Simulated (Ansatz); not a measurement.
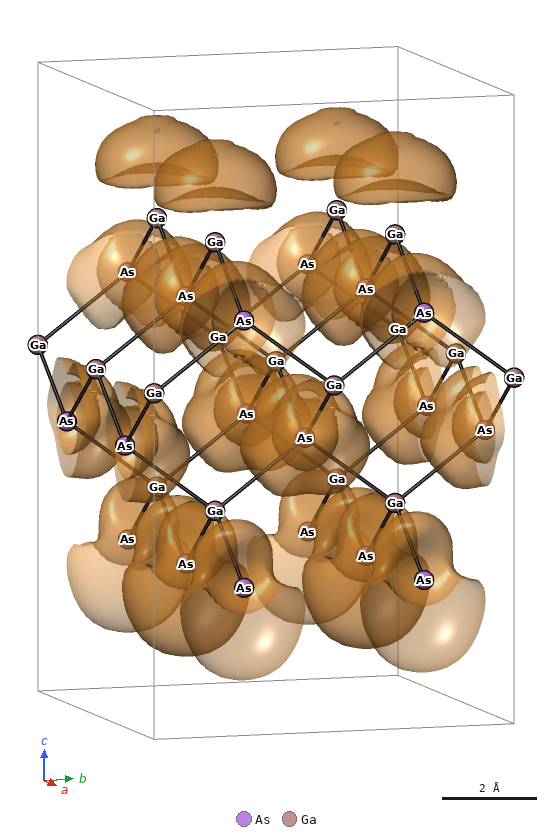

The picture shows: GaAs (slab). Isosurface of the electron localisation function at 0.6 (orange), seen slightly off an axis. Only the valence region is drawn (cores and ρ < 0.01 e/Å³ removed). Sticks mark near contacts.

Level of theory: DFT PBE, scalar-relativistic, plane waves, PAW in Ansatz 0.2.0.

In a PAW calculation such maps are meaningful between the atoms, not at the nuclei.

### Identify the bonds, lone pairs and shells in this picture.

At this value the surface marks out three regions on As in which the atom's valence shell and bonds are merged and one lobe on Ga, pointing away from the bonds (lone pairs), counted in one cell of 6 atoms. Counts are for one cell; the picture repeats the cell along the surface.

Values along the shortest contacts:
Ga–As (2.47 Å): the ELF peaks at about 0.75 between the atoms. Ga–As (2.52 Å): the ELF peaks at about 0.75 between the atoms.
